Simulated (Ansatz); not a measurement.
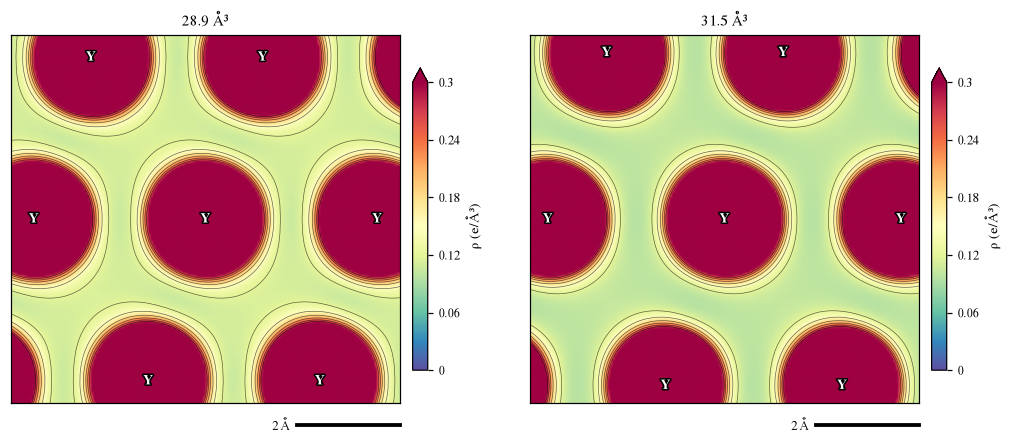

Y. The valence charge density (pseudo) of cells scaled evenly to different volumes (given per atom above each panel), on the (011̄) plane of each (indices in the axes of the cell below), at one length scale and on one colour scale.

A generated structure, not necessarily the stable one; computed without spin polarisation.

Computed with Ansatz, DFT, PBEsol, plane waves (420 eV) with PAW, scalar-relativistic.

Core electrons are frozen (PAW), and the valence fields are smoothed inside the atomic spheres.

The largest cell:

```
Y
1.0
    -1.98891    1.98891    1.98891
     1.98891   -1.98891    1.98891
     1.98891    1.98891   -1.98891
Y
1
Cartesian
  0.0000 0.0000 0.0000
```

| volume (Å³/atom) | Y–Y contact in the plane (Å) | ρ at its midpoint (e/Å³) | pressure (GPa) | 
| --- | --- | --- | --- |
| 28.95 | 3.350 | 0.107 | 3.8 | 
| 30.21 | 3.398 | ? | ? | 
| 31.47 | 3.445 | 0.096 | 0.0 | 

### Estimate the missing row, and compare with the calculation.

Over the known rows ln ρ falls by 1.14 per Å of Y–Y distance (the line through the two), which gives 0.101 e/Å³ at 3.398 Å; the calculation gives 0.101 e/Å³. For the pressure, a straight line in volume between the neighbouring rows gives 1.9 GPa; the calculation gives 1.7.
